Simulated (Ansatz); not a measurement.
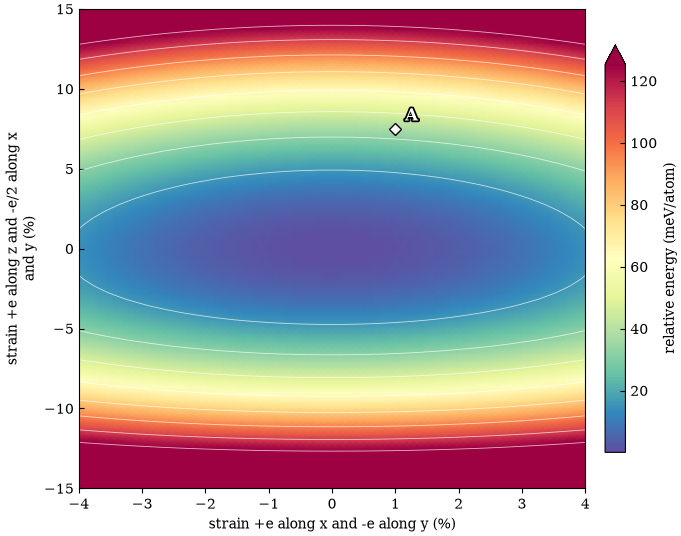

CdF₂ (Fm-3m, No. 225; 3 atoms in the cell). The energy is mapped over two homogeneous strains (x, y and z along the cube axes). The first coordinate is: strain +e along x and -e along y; the second: strain +e along z and -e/2 along x and y. Nothing is relaxed (symmetry fixes all fractional coordinates). The scan uses a 9 × 9 grid; 45 points were computed and 36 follow by symmetry. Points are written as (first, second). All energies are given in meV/atom relative to the lowest grid point. Theory: DFT PBEsol, scalar-relativistic, plane waves, PAW in Ansatz. Settings: cutoff 520 eV, k-mesh 8×8×8, gaussian smearing 0.05 eV, no spin polarisation.

In the figure: a smooth colour map with a few white contour lines, one colour for all values above the top of the scale, the point A. Between grid points the surface is interpolated.

Which way does the force act at A, and how strong is it?

Answer. A, at (1 %, 7.50 %), is not a stationary point. The computed force is 2.2 meV/atom for each 1 % towards smaller values of the first coordinate and 9.8 meV/atom for each 1 % towards smaller values of the second coordinate.
